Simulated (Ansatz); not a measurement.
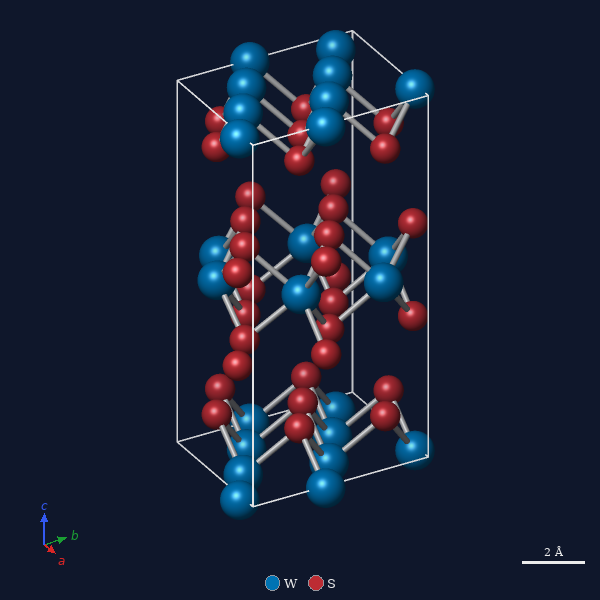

An orthographic ball-and-stick view of the structure, slightly off an axis. Atoms at the boundary of the supercell (the box) are drawn once for each face, edge or corner they touch. The host is WS$_{2}$, in a cell of 42 sites, and the cell carries a charge of -1.

### Spot the defect.

A tungsten vacancy. Around the empty site lie six S at about 2.4 Å.

The calculation: DFT PBE+D3(BJ), scalar-relativistic, plane waves, PAW (Ansatz 0.2.0), with wavefunction cutoff 420 eV, k-point mesh 2×2×2, Gaussian smearing of 0.01 eV, collinear spins.

### Does the calculation give a net moment?

Yes, 1.0 μB in the cell.

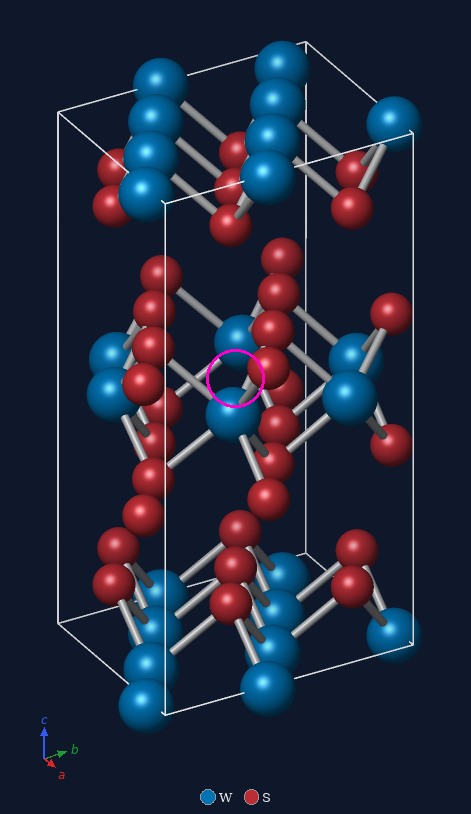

The same cell with a ring at the defect's site.

The atoms were relaxed in the host's cell with Ansatz 0.2.0, DFT PBE+D3(BJ), scalar-relativistic, plane waves, PAW.
